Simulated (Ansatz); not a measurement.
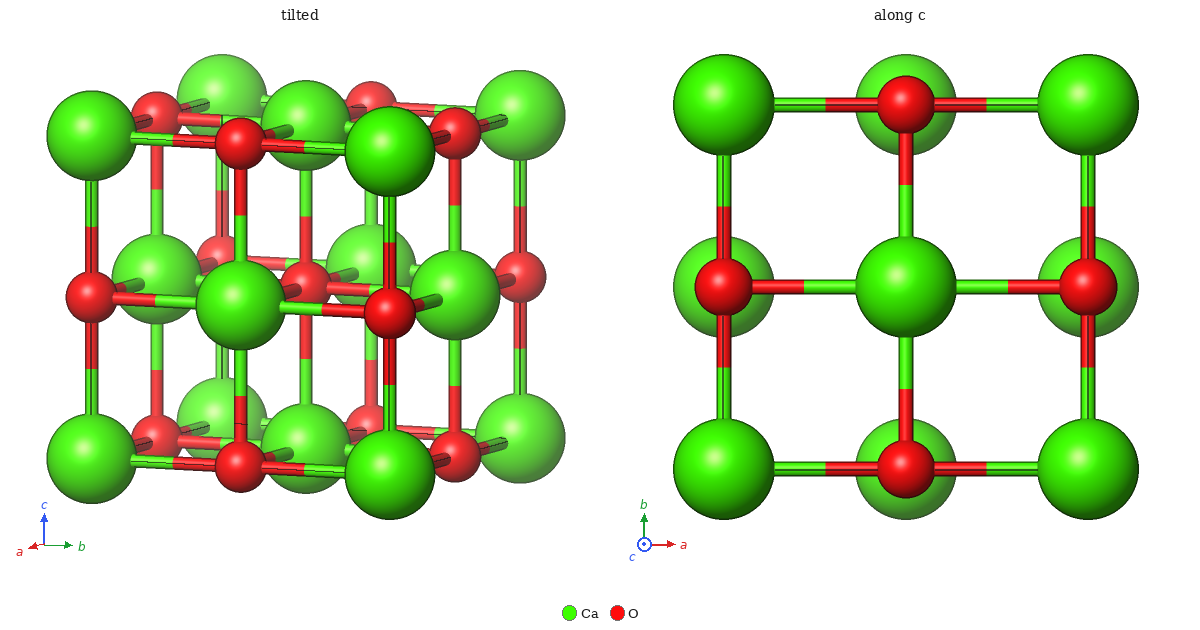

This ball-and-stick model is shown slightly off an axis and along the c axis. The conventional unit cell is outlined; an atom on or near a face, edge or corner is repeated at each equivalent position.

CaO, rock salt (NaCl type), space group Fm-3m (No. 225), a = 4.843 Å, b = 4.843 Å, c = 4.843 Å, α = 90.00°, β = 90.00°, γ = 90.00°. It goes back to a structure type filled with these elements by a generator (whether the compound takes this form wasn't checked). The cell was then strained or its atoms displaced on purpose. Ansatz was used for an electronic-structure calculation on it.

This one geometry was computed with Ansatz (DFT, plane waves, PAW) at three levels of theory: PBE, HSE06 and r2SCAN. It was relaxed with r2SCAN and then strained.

Question: Which level gives the highest pressure at this volume, and what does that say about its equilibrium volume?

Answer: Highest: PBE (-0.8 GPa), which points to the largest equilibrium volume. Lowest, with the smallest volume: HSE06 (-3.0 GPa) and r2SCAN (-3.3 GPa). Levels within 0.5 GPa of each other can't be told apart.

Question: How does the band gap change with the level of theory?

Answer: PBE: a gap of 3.66 eV, indirect; r2SCAN: a gap of 4.20 eV, indirect; HSE06: a gap of 5.31 eV, indirect.

Question: Collect the results in a table.

Answer:
| level | cutoff (eV) | k-mesh of the run's cell | gap (eV) | pressure (GPa) |
| --- | --- | --- | --- | --- |
| PBE | 420 | 10×10×10 | 3.66 | -0.8 |
| HSE06 | 420 | 6×6×6 | 5.31 | -3.0 |
| r2SCAN | 500 | 10×10×10 | 4.20 | -3.3 |

Gaps are taken on the k-mesh or band path of each run.
